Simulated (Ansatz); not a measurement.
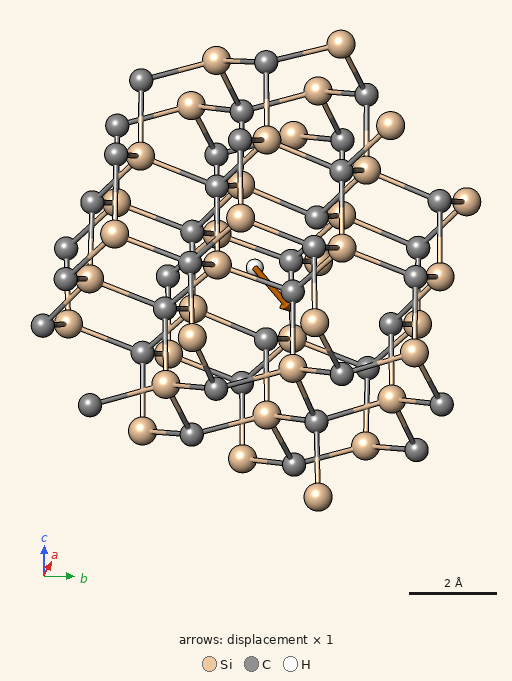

A relaxation of a defect cell of composition Si47C48H. The starting structure is drawn; orange arrows show the displacements, at their true length.

A ball-and-stick model of the atoms within 5.8 Å of the atom that moves most (axes of the cell of the calculation (origin shifted)), seen from a free direction.

Theory: Ansatz 0.2.0, DFT, PBEsol, PAW, plane waves. (plane-wave cutoff 420 eV; k-point mesh 1 × 1 × 1; mesh shifted by (0.25, 0.25, 0.25); collinear spin; atoms relaxed in a fixed cell; force threshold 0.03 eV/Å; at most 80 steps)

Which element moves most?

Answer. Hydrogen: up to 1.49 Å, against 0.21 Å for carbon.

What did the optimiser do to the structure, and how much energy did it gain?

Answer. The atom that moves furthest is the H atom (1.49 Å roughly along [−1 1 −1]). By element the largest moves are H 1.49 Å, C 0.21 Å, Si 0.09 Å. The cell doesn't change. Some distances before and after: H–Si 1.950 → 3.188 Å, C–H 2.023 → 1.109 Å, C–Si 1.795 → 1.886 Å, C–Si 1.926 → 1.853 Å. New bonds form: C–H (2.02 → 1.11 Å). Bond angles that change, for instance: C–Si–C 111.1° → 103.5°, Si–C–Si 107.5° → 115.0°, C–Si–C 110.0° → 103.4°. Over 10 geometry steps the energy falls by 5.298 eV per cell of the calculation. Largest force component: 2.5 eV/Å at the start, 0.028 eV/Å at the end. The program noted that the starting moments weren't kept. The run may lie on a higher electronic state than the lowest, so the end point isn't shown to be the ground-state structure.
